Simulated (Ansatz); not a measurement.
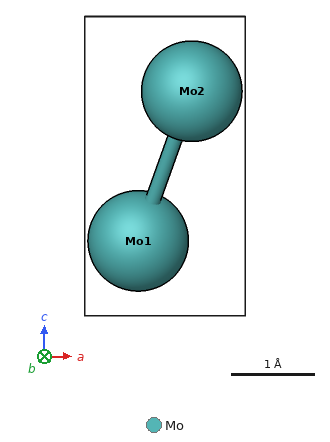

**Figure 1.** The structure as given in the input (ball-and-stick view of the cell of the calculation, along the b axis; atoms are numbered from 1 in the order of the input). Near neighbours in the crystal (not all of them lie inside the picture): Mo has 12 Mo at 2.24 to 2.26 Å.

## Mo: single-point calculation

Mo (2 atoms in the cell), computed with DFT, PBE, PAW with Ansatz's default frozen-core files, scalar-relativistic, no spin polarisation (Ansatz 0.2.0).

It belongs to a series of runs on one base structure; here: volume scaled by 0.5, PAW files. Figures and captions count atoms from 1; the log counts them from 0 in places.

Input file:
```yaml
crystal:
  lattice:
    - [2.2603875736, 0.0, 0.0]
    - [-1.1301937868, 1.9575530612, 0.0]
    - [0.0, 0.0, 3.6415675568]
  atoms:
    - { symbol: Mo, position: [0.3333333333, 0.6666666667, 0.25] }
    - { symbol: Mo, position: [0.6666666667, 0.3333333333, 0.75] }
kpoints:
  mp_grid: { grid: [15, 15, 8] }
scf:
  occupations: { method: fermi_dirac, width: 0.08 }
hamiltonian:
  xc: pbe
  pseudopotentials: { kind: paw }
output:
  forces: true
  stress: true
  eigenvalues: true
  populations: true
  write_density: true
  write_potential: true
  elf: true
  volumetric_format: npy
```

Run on 1 thread of Arm Neoverse V1, 24 GiB of memory available, shared host.

Run as:
```bash
ansatz run input.yaml --threads 1 --pin off --max-ram 2048MiB --backend cpu --events-out ev --progress --plain --runs-dir out
```

The program's output:
```
Engine: ansatz 0.2.0, aarch64-unknown-linux-gnu
Pseudopotentials: kind: paw
Pseudopotential: Mo, paw, valence charge 14, recommended cutoff 420 eV (normal), Mo.paw.azcp
Functional definition: PBE
  parameter kappa = 0.804
  parameter beta = 0.06672455060314922
  exchange = pbe_x(kappa = kappa, mu = beta*pi^2/3)
  correlation = pbe_c(beta = beta)
Crystal: 2 atoms, lattice volume = 16.113 Å³
Basis set: ecut = 420 eV, 313 PW (Γ), exchange–correlation on 32×32×50 points (8 copies of the dense FFT grid, shifted against one another)
Bands: 18, of which v1, the nominal top of the filled ones, is band 14 counted from 1 (13 counted from 0)
Symmetry: 24 space group operations
Space group: P63/mmc (ITA 194), of the structure as read, at distance tolerance 2.5e-5 Å
k-points: 135 of 1800
Non-local potential: Mo, projectors of the file, l = 0: 3, l = 1: 2, l = 2: 2, l = 3: 1
PAW form: soft (Blöchl's): semilocal exchange-correlation on the pseudo side does not see the compensation charge
PAW one-centre angular grid: Mo, 590 points (default); XC on 64 Gauss nodes
Initial density: superposition of atomic densities (neutral atoms: chi_scale 0, normalization atom), corrected by the library's trained network
Initial wavefunctions: pseudopotential atomic-orbital guess
Functional: x = pbe(κ = 0.804, μ = 0.2195149727645171), c = pbe(β = 0.06672455060314922)
SCF iter   1: F=—  HF=-9893.969360 eV  |F-HF|=—  |Δ(HF+E_count)|=         —  Δρ=1.13e-1  dr2=7.46e-1  ethr=1.77e-3  ⟨swp⟩=5.4  Hψ=12056  notcnv=0
preconditioner: auto → none  [metal: Δε(μ)=0.014 eV  Ē_g=24.795 eV  σ=0.080 eV  W_gap=0.04  n_scr=2 (ndim 8)  ℏωp=45.3 eV  f_vac=0.000  D(μ)=1.42/eV (n_scr^D=22)  sad-step TF]
SCF iter   2: F=—  HF=-9893.849412 eV  |F-HF|=—  |Δ(HF+E_count)|=   1.20e-1  Δρ=6.74e-2  dr2=2.69e-1  ethr=1.77e-3  ⟨swp⟩=2.0  Hψ=3950  notcnv=0  defer=4
SCF iter   3: F=—  HF=-9893.783852 eV  |F-HF|=—  |Δ(HF+E_count)|=   6.56e-2  Δρ=2.72e-3  dr2=3.16e-4  ethr=9.60e-4  ⟨swp⟩=2.8  Hψ=4542  notcnv=0  defer=4
SCF iter   4: F=—  HF=-9893.784525 eV  |F-HF|=—  |Δ(HF+E_count)|=   6.73e-4  Δρ=3.65e-4  dr2=1.07e-5  ethr=1.13e-6  ⟨swp⟩=2.3  Hψ=4000  notcnv=0  defer=4
SCF iter   5: F=—  HF=-9893.784521 eV  |F-HF|=—  |Δ(HF+E_count)|=   3.82e-6  Δρ=6.32e-5  dr2=3.38e-7  ethr=3.83e-8  ⟨swp⟩=2.0  Hψ=4235  notcnv=0  defer=4
SCF iter   6: F=-9893.784521 eV  HF=-9893.784521 eV  |F-HF|=7.57e-10  |Δ(HF+E_count)|=   6.14e-8  Δρ=1.13e-5  dr2=6.07e-9  ethr=3.57e-10  ⟨swp⟩=9.2  Hψ=16801  notcnv=0
SCF 1 converged in 6 iterations: F = -9893.784521 eV  dr2 = 6.07e-9
  greatest PAW one-centre occupation: 1.009 electrons in one spin orbital (limit 2), on the Mo atom at site 1 (counted from 0), in its partial waves of l = 1
```

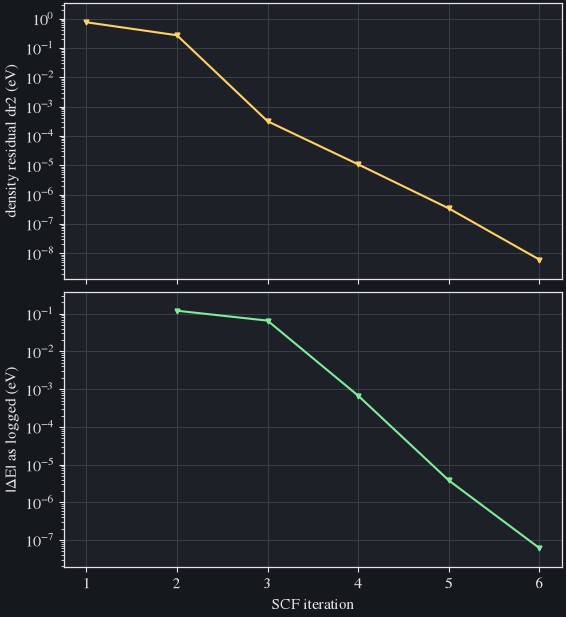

**Figure 2.** Convergence of the self-consistent field: density residual dr2 and size of the energy change against the SCF iteration. The residual falls at every step.

```
SCF converged after 6 iterations
Free energy (F): -9893.784521 eV
Harris-Foulkes:  -9893.784521 eV  (|F-HF|=7.57e-10)
Internal energy: -9893.755359 eV  (E = F + TS)
E sigma→0 (E₀):  -9893.769940 eV
Entropy (-TS):   -0.029162 eV (-14.581 meV/atom)
Fermi energy:    42.752151 eV
--- Per-component energies (eV) ---
  E_band       = 459.744476
  E_kinetic    = 980.309178
  E_local      = -593.380375  (includes V_loc(G=0)·N_el)
  E_nonlocal   = 316.763846
  E_hartree    = 278.993280
  E_xc         = -391.048385
  E_vxc        = -490.726214  (∫ρ·V_xc dr)
  E_paw        = -6419.415182  (= ΣΔE_a)
  E_vpaw       = -311.210044  (= ΣTr[D̂ρ^β])
  E_aug_tail   = 0.000078  (compensation charges beyond the density's cutoff)
  E_ewald      = -4065.977800
  E_smearing   = -0.029162  (= −TS)
  E_closure    = 0.000000  (closes the sum)
  Σ components = -9893.784521   (vs F -9893.784521, Δ=0.00e0)
--- Forces (eV/Å), atoms counted from 1 ---
  atom   1  Mo     0.00000000    -0.00000000     0.00000000
  atom   2  Mo     0.00000000     0.00000000     0.00000000
  max |Σ_I F_I| component: 3.70e-17 eV/Å
--- Stress (GPa, compression-positive) ---
      612.362990       0.000000       0.000000
        0.000000     612.362990       0.000000
        0.000000       0.000000     612.206735
  P = ⅓ Tr σ = 612.3109 GPa (6123.109 kbar)
--- Band table (eV; the first three rows and the last of 135) ---
  k-point 0: bands = ["-21.0234", "-18.3155", "1.9259", "9.3610", "9.3610", "10.4824", "10.4824", "10.6486", "33.2992", "36.6959", "39.2709", "39.2709", "39.4496", "41.2099", "41.2099", "42.9127", "42.9127", "48.9018"]
  k-point 1: bands = ["-20.9383", "-18.4435", "2.2319", "9.4019", "9.4019", "10.2543", "10.4378", "10.4378", "33.4585", "37.0038", "39.0938", "39.0938", "39.3523", "40.9309", "40.9309", "43.4670", "43.4670", "49.1435"]
  k-point 2: bands = ["-20.6903", "-18.7934", "3.1034", "9.1793", "9.5190", "9.5190", "10.3118", "10.3118", "33.9262", "37.2622", "38.8383", "38.8383", "39.6878", "40.2842", "40.2842", "44.8107", "44.8107", "47.7814"]
  k-point 134: bands = ["-17.7636", "-17.7636", "3.5007", "3.5007", "5.0842", "5.0842", "9.1742", "9.1742", "35.0526", "35.0526", "36.9687", "36.9687", "41.8736", "41.8736", "42.8914", "42.8914", "49.3690", "49.3690"]
--- Löwdin populations: 2 sites ---
  site symbol       q [e]
     0     Mo     13.9445
     1     Mo     13.9445
  spilling = 0.003966 (of n_electrons = 28.000000)
```

File populations.tsv:
```
# site	symbol	l	j	q
# orbitals = lowdin
# n_electrons = 28.000000
# spilling = 0.003966
0	Mo	0_4S	-	1.857005
0	Mo	0_5S	-	0.414616
0	Mo	1_4P	-	5.857810
0	Mo	2_4D	-	5.815048
1	Mo	0_4S	-	1.857005
1	Mo	0_5S	-	0.414616
1	Mo	1_4P	-	5.857810
1	Mo	2_4D	-	5.815048
```

File rho_z.tsv:
```
# z_ang	rho[e/angstrom^3]
# format = ansatz-planar-average/11
# lattice	2.260387574	0.000000000	0.000000000
# lattice	-1.130193787	1.957553061	0.000000000
# lattice	0.000000000	0.000000000	3.641567557
# sites	2
# site	42	0.000000000	1.305035374	0.910391889
# site	42	1.130193787	0.652517687	2.731175668
0.000000	8.189681e-1
0.145663	9.273856e-1
0.291325	1.241165e0
0.436988	1.695520e0
0.582651	2.152479e0
0.728314	2.476617e0
0.873976	2.614314e0
1.019639	2.568931e0
1.165302	2.336682e0
1.310964	1.933525e0
1.456627	1.458128e0
1.602290	1.060773e0
1.747952	8.461674e-1
1.893615	8.461674e-1
2.039278	1.060773e0
2.184941	1.458128e0
2.330603	1.933525e0
2.476266	2.336682e0
2.621929	2.568931e0
2.767591	2.614314e0
2.913254	2.476617e0
3.058917	2.152479e0
3.204579	1.695520e0
3.350242	1.241165e0
3.495905	9.273856e-1
```

File v_z.tsv:
```
# z_ang	v_es[eV]	v_tot[eV]
# format = ansatz-planar-average/11
# xc	pbe
# density_cutoff_ev	1680
# datasets	Mo=:simpson_from_first_knot:soft
# lattice	2.260387574	0.000000000	0.000000000
# lattice	-1.130193787	1.957553061	0.000000000
# lattice	0.000000000	0.000000000	3.641567557
# sites	2
# site	42	0.000000000	1.305035374	0.910391889
# site	42	1.130193787	0.652517687	2.731175668
0.000000	2.856731e1	1.402345e1
0.145663	2.674024e1	1.177123e1
0.291325	2.208886e1	6.095240e0
0.436988	1.627305e1	-9.722131e-1
0.582651	1.075543e1	-7.605127e0
0.728314	6.658960e0	-1.244839e1
0.873976	4.754312e0	-1.466466e1
1.019639	5.399770e0	-1.391745e1
1.165302	8.472337e0	-1.031433e1
1.310964	1.339943e1	-4.440573e0
1.456627	1.922612e1	2.612583e0
1.602290	2.466629e1	9.234852e0
1.747952	2.809514e1	1.343915e1
1.893615	2.809514e1	1.343915e1
2.039278	2.466629e1	9.234852e0
2.184941	1.922612e1	2.612583e0
2.330603	1.339943e1	-4.440573e0
2.476266	8.472337e0	-1.031433e1
2.621929	5.399770e0	-1.391745e1
2.767591	4.754312e0	-1.466466e1
2.913254	6.658960e0	-1.244839e1
3.058917	1.075543e1	-7.605127e0
3.204579	1.627305e1	-9.722131e-1
3.350242	2.208886e1	6.095240e0
3.495905	2.674024e1	1.177123e1
```

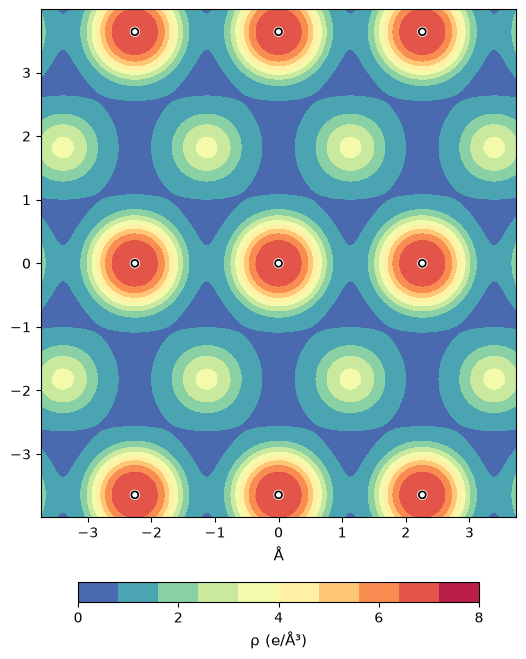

**Figure 3.** Valence charge density (pseudo) on the (100) plane of the conventional cell. Circles mark the nuclei in the plane (Mo). Atoms in the plane: Mo. Mo–Mo (2.26 Å): the density is about 0.86 e/Å³ at the midpoint. Away from the nuclei the density in this plane falls to 0.64 e/Å³ at its lowest. In a PAW calculation such maps are meaningful between the atoms, not at the nuclei.

Key numbers:

| quantity | value |
| --- | --- |
| outcome | converged |
| space group (tolerance 0.01 Å) | P6₃/mmc (194) |
| electrons treated | 28 |
| free energy | −9893.7845 eV |
| Fermi energy | 42.752 eV |
| pressure | 612.31 GPa |
| largest force (length of the vector) | under 0.001 eV/Å |
| wall time | 3.3 s |
| peak memory | 0.31 GiB |

Notes:

The cell is under a pressure of 612 GPa at this level, so it is not at its equilibrium volume.
